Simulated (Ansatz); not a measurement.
The coordinates of a crystal:

Space group P6_3/mmc (No. 194). a = 2.708 Å, b = 2.708 Å, c = 4.268 Å, α = 90.00°, β = 90.00°, γ = 120.00°
```csv
atom,site,symmetry,x,y,z
Ru,2c,-6m2,0.3333,0.6667,0.2500
```

What would you see if this were drawn?

Answer. The element is ruthenium. The atoms follow space group P6_3/mmc (No. 194); the Bravais lattice is primitive hexagonal. Type of structure: hexagonal close-packed (Mg type). The cell holds two atoms. Ru bonds to twelve Ru in an anticuboctahedral arrangement at 2.65 to 2.71 Å. The bonds build a three-dimensional framework.

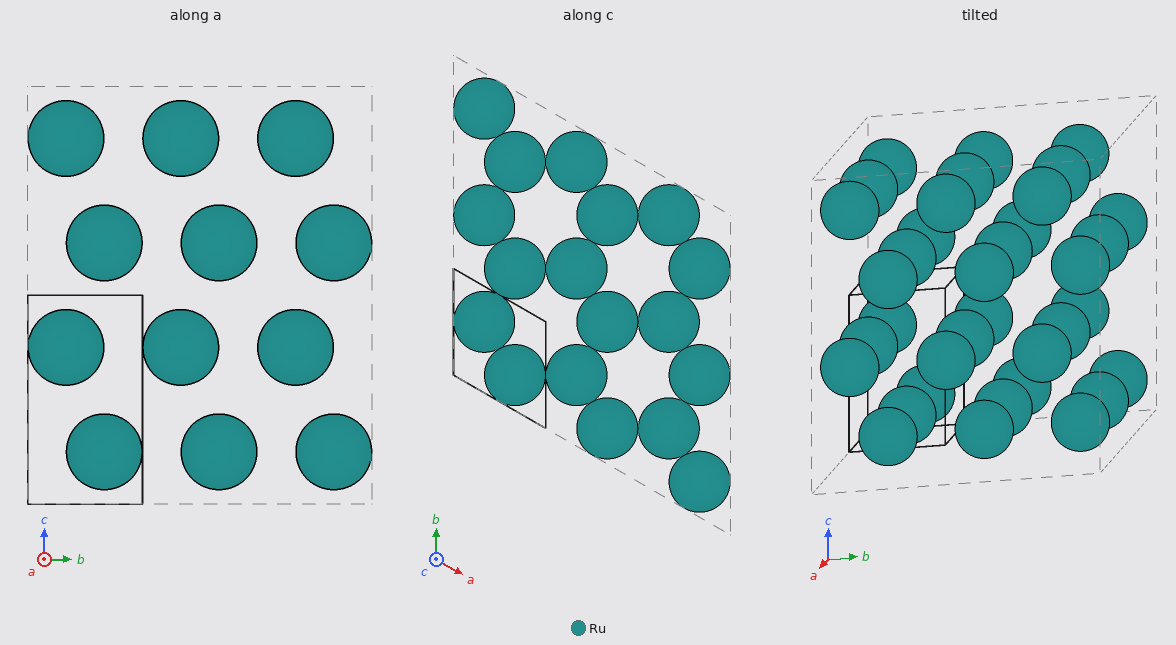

Crystal structure, spheres-only style, seen along the a axis, along the c axis and slightly off an axis. The structure is repeated 3×3×2 times; solid lines mark one conventional unit cell. Colours: ruthenium teal.

The model was built from a structure listed in the Materials Project. Earlier steps of the study may have refined or changed the cell and positions. It was set up as input for a calculation with Ansatz.
